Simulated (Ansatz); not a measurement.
# TiAl: geometry relaxation (part 2 of 2)

Continued. System: TiAl (2 atoms in the cell). Method: DFT PBEsol, scalar-relativistic, plane waves, PAW, no spin polarisation (Ansatz 0.2.0); cutoff 420 eV, 18×18×10 k-mesh, Gaussian smearing of 0.1 eV. The structure derives from a Materials Project entry.

Geometry of the input (Å; fractional positions):
```
2.8673  0.0000  0.0000
-1.4336  2.4831  0.0000
0.0000  0.0000  4.6781
Ti 0.0000  0.0000  0.0000
Al 0.3333  0.6667  0.5000
```

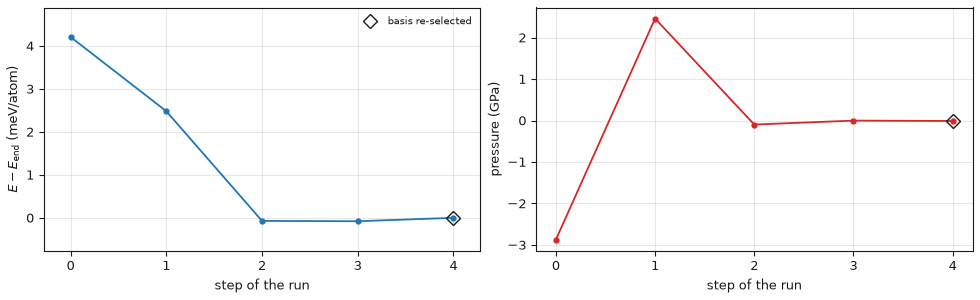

*Progress of the relaxation, step by step (the first geometry is step 0 here and step 1 in the log).*

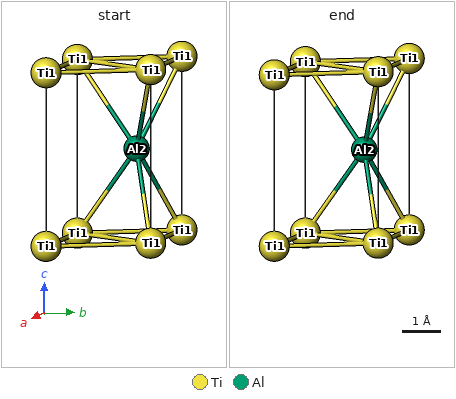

*Before (left) and after (right) the relaxation, at one scale (ball-and-stick view of the cell of the calculation, seen slightly off an axis).*

The atoms keep their places relative to the cell (all moves are under 0.005 Å). Cell: a = b 2.867 → 2.848 Å (−0.7 %), c 4.678 → 4.620 Å (−1.2 %). Volume −2.6 %. Among the contacts that change: Ti1–Al2 2.866 → 2.835 Å, Al2–Al2 2.867 → 2.848 Å, Ti1–Ti1 2.867 → 2.848 Å. The space group stays P-6m2 (No. 187). After 3 geometry steps the energy has fallen by 4.3 meV per atom. All forces vanish by symmetry, so only the cell relaxes. The pressure goes from −2.87 to −0.01 GPa. A last SCF at the same geometry on a re-selected plane-wave basis shifts the energy by +0.1 meV per atom. (Atoms are counted from 1 in the order of the input.)

```
basis re-selected at this cell: Δ(F+E_penalty+E_count) = +1.595e-4 eV, ΔP = -0.009 GPa vs the last step (what re-selecting the basis moved, of the pressure what is left beyond the Pulay correction that the steps carried, after the strain that the cell walked since its last selection, with what the two solves' SCF thresholds leave and, on support functions, any second-order correction that the steps lacked; it is no measure of the basis error at this ecutwfc). This SCF's stress stands 1.82e-2 GPa from its target on what of the cell is left free (relax.cell.stress_tol is 5.00e-2 GPa) and its largest allowed force component is 3.21e-17 eV/Å (relax.f_tol is 5.00e-3 eV/Å): within both
SCF converged after 9 iterations
Free energy (F): -2998.955659 eV
Harris-Foulkes:  -2998.955659 eV  (|F-HF|=9.09e-13)
Internal energy: -2998.943001 eV  (E = F + TS)
E sigma→0 (E₀):  -2998.949330 eV
Entropy (-TS):   -0.012658 eV (-6.329 meV/atom)
Fermi energy:    10.687997 eV
--- Per-component energies (eV) ---
  E_band       = -164.665303
  E_kinetic    = 296.253795
  E_local      = -1142.292081  (includes V_loc(G=0)·N_el)
  E_nonlocal   = 20.016137
  E_hartree    = 493.517783
  E_xc         = -136.626476
  E_vxc        = -151.335892  (∫ρ·V_xc dr)
  E_paw        = -1477.460099  (= ΣΔE_a)
  E_vpaw       = -174.342941  (= ΣTr[D̂ρ^β])
  E_aug_tail   = 0.000113  (compensation charges beyond the density's cutoff)
  E_ewald      = -1052.510696
  E_core_change = 0.158523  (= ΣΔE_core)
  E_smearing   = -0.012658  (= −TS)
  E_closure    = 0.000000  (closes the sum)
  Σ components = -2998.955659   (vs F -2998.955659, Δ=0.00e0)
--- Forces (eV/Å), atoms counted from 1 ---
  atom   1  Ti    -0.00000000    -0.00000000     0.00000000
  atom   2  Al     0.00000000    -0.00000000     0.00000000
  max |Σ_I F_I| component: 6.53e-17 eV/Å
--- Stress (GPa, compression-positive) ---
       -0.007216       0.000000       0.000000
        0.000000      -0.007216      -0.000000
        0.000000      -0.000000      -0.018239
  P = ⅓ Tr σ = -0.0109 GPa (-0.109 kbar)
--- Band table (eV; the first three rows and the last of 222) ---
  k-point 0: bands = ["-45.5067", "-21.9479", "-21.4989", "-21.4989", "1.6659", "8.3865", "8.9038", "12.0028", "12.0028", "13.5348", "13.5348", "14.7975"]
  k-point 1: bands = ["-45.5067", "-21.9485", "-21.4989", "-21.4989", "1.7310", "7.8112", "9.3411", "12.0040", "12.0040", "13.5268", "13.5268", "15.0119"]
  k-point 2: bands = ["-45.5067", "-21.9498", "-21.4988", "-21.4988", "1.9172", "6.9950", "9.7860", "12.0074", "12.0074", "13.5060", "13.5060", "15.6053"]
  k-point 221: bands = ["-45.3876", "-21.9361", "-21.9326", "-21.8337", "8.6284", "8.7187", "10.0119", "10.0660", "10.6972", "11.9729", "14.0868", "15.3584"]
--- Relaxed structure (4 steps of the walk, 4 accepted, 1 SCFs on fresh bases) ---
  F+E_penalty+E_count = -2998.95565878 eV   max|allowed force component| = 3.209e-17 eV/Å   (the final SCF, on the basis selected at the relaxed cell)
  cell:  # Å, volume = 32.4484 Å³
    - [2.847821284745004, -2.8671692278784605e-11, 1.0258729016079327e-29]
    - [-1.4239106423476715, 2.466285578041547, -8.825549054274838e-19]
    - [-2.6135695248706346e-33, -1.6626912456701396e-18, 4.619944739357973]
  atoms:
    - { symbol: Ti, position: [-1.8503717008154228e-17, 1.850371700815422e-17, -3.0019217653520876e-34] }
    - { symbol: Al, position: [0.3333333333333332, 0.6666666666666665, 0.49999999999999994] }
```

## Trajectory as extended XYZ (Å, eV, eV/Å), 5 frames, from step=1 to step=5
```
2
Lattice="2.8673 0.0000 0.0000 -1.4336 2.4831 0.0000 0.0000 0.0000 4.6781" Properties=species:S:1:pos:R:3:forces:R:3 step=1 energy=-2998.94724 pressure_GPa=-2.87
Ti    0.0000    0.0000    0.0000    0.0000   0.0000   0.0000
Al    0.0000    1.6554    2.3390    0.0000   0.0000   0.0000
2
Lattice="2.8329 0.0000 0.0000 -1.4164 2.4533 0.0000 0.0000 0.0000 4.5747" Properties=species:S:1:pos:R:3:forces:R:3 step=2 energy=-2998.95070 pressure_GPa=2.46
Ti    0.0000    0.0000    0.0000    0.0000   0.0000   0.0000
Al    0.0000    1.6356    2.2873    0.0000   0.0000   0.0000
2
Lattice="2.8483 0.0000 0.0000 -1.4242 2.4667 0.0000 0.0000 0.0000 4.6221" Properties=species:S:1:pos:R:3:forces:R:3 step=3 energy=-2998.95580 pressure_GPa=-0.10
Ti    0.0000    0.0000    0.0000    0.0000   0.0000   0.0000
Al    0.0000    1.6445    2.3111    0.0000   0.0000   0.0000
2
Lattice="2.8478 0.0000 0.0000 -1.4239 2.4663 0.0000 0.0000 0.0000 4.6199" Properties=species:S:1:pos:R:3:forces:R:3 step=4 energy=-2998.95582 pressure_GPa=-0.00
Ti    0.0000    0.0000    0.0000    0.0000   0.0000   0.0000
Al    0.0000    1.6442    2.3100    0.0000   0.0000   0.0000
2
Lattice="2.8478 0.0000 0.0000 -1.4239 2.4663 0.0000 0.0000 0.0000 4.6199" Properties=species:S:1:pos:R:3:forces:R:3 step=5 energy=-2998.95566 pressure_GPa=-0.01
Ti    0.0000    0.0000    0.0000    0.0000   0.0000   0.0000
Al    0.0000    1.6442    2.3100    0.0000   0.0000   0.0000
```

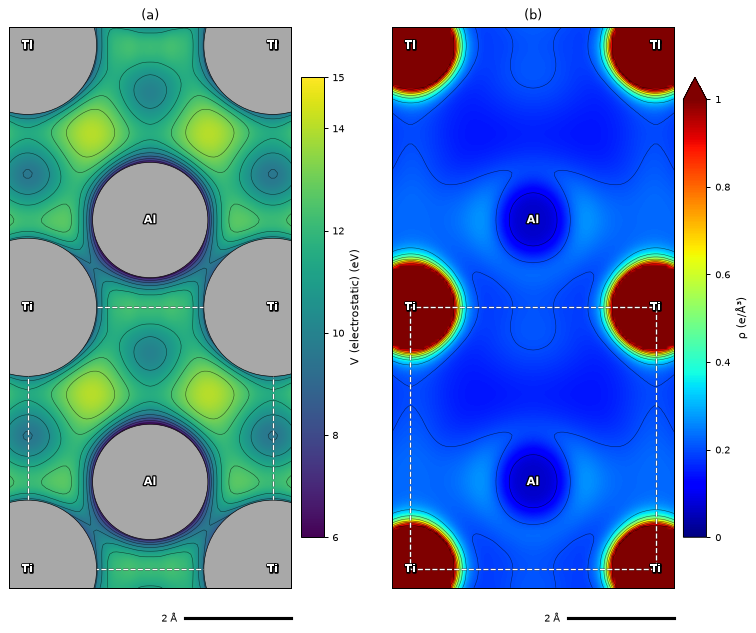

*(a) electrostatic potential energy of an electron; (b) valence electron density on the (110) plane of the conventional cell. Grey discs, where drawn, cover atomic cores.*

Atoms in the plane: Ti and Al. Ti–Al (2.84 Å): the density is about 0.21 e/Å³ at the midpoint. Away from the nuclei the density in this plane falls to 0.15 e/Å³ at its lowest. Outside the cores the potential energy rises away from the atoms and is highest about 2.0 Å from the nearest atoms; outside the discs it spans about 8 eV, and its zero is arbitrary. In a PAW calculation such maps are meaningful between the atoms, not at the nuclei.

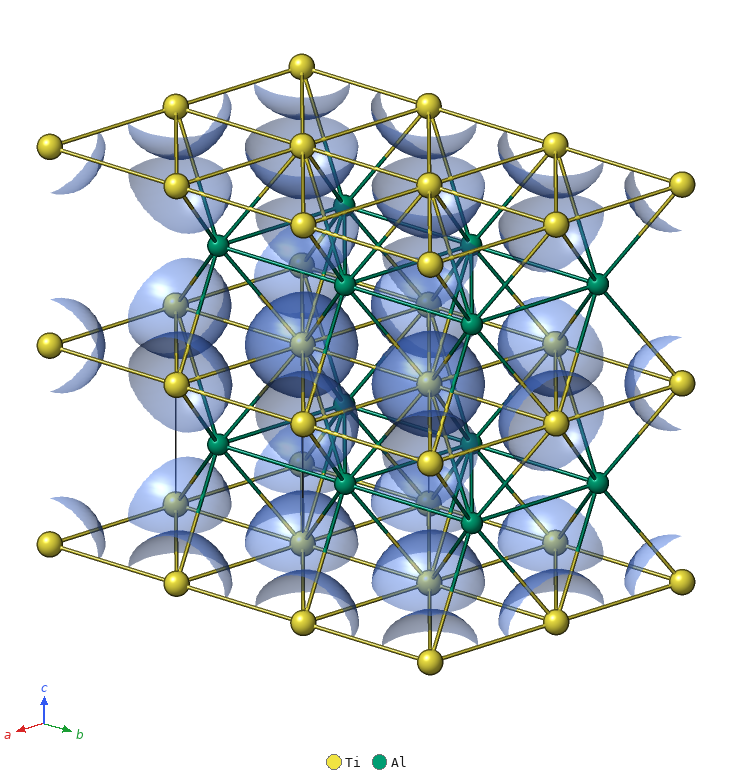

*Isosurface of the valence electron density at 0.3 e/Å³ (blue), seen at an oblique angle. Sticks mark near contacts. The outline is the cell set on symmetry axes.*

At this value the density breaks into separate islands; it holds about 65 % of the electrons treated as valence (semicore included). It is pinched off along the Ti–Al (2.84 Å), Al–Al (2.85 Å) and Ti–Ti (2.85 Å) contacts. On the grid the lowest density along these lines, outside the cores, is 0.21 e/Å³ (Ti–Al, 2.84 Å), 0.2 e/Å³ (Al–Al, 2.85 Å) and 0.21 e/Å³ (Ti–Ti, 2.85 Å).

## Summary

| quantity | value |
| --- | --- |
| outcome | converged |
| space group (tolerance 0.01 Å) | P-6m2 (187) |
| electrons treated | 15 |
| free energy | −2998.9557 eV |
| Fermi energy | 10.688 eV |
| gap on the k-point mesh | none (metallic) |
| pressure | −0.01 GPa |
| final volume | 32.45 Å³ |
| largest force (length of the vector) at the end | under 0.001 eV/Å |
| final cell | a = 2.848 Å, b = 2.848 Å, c = 4.620 Å, α = 90.00°, β = 90.00°, γ = 120.00° |
| wall time | 12 s (CPU time 24 s) |
| peak memory | 0.46 GiB |
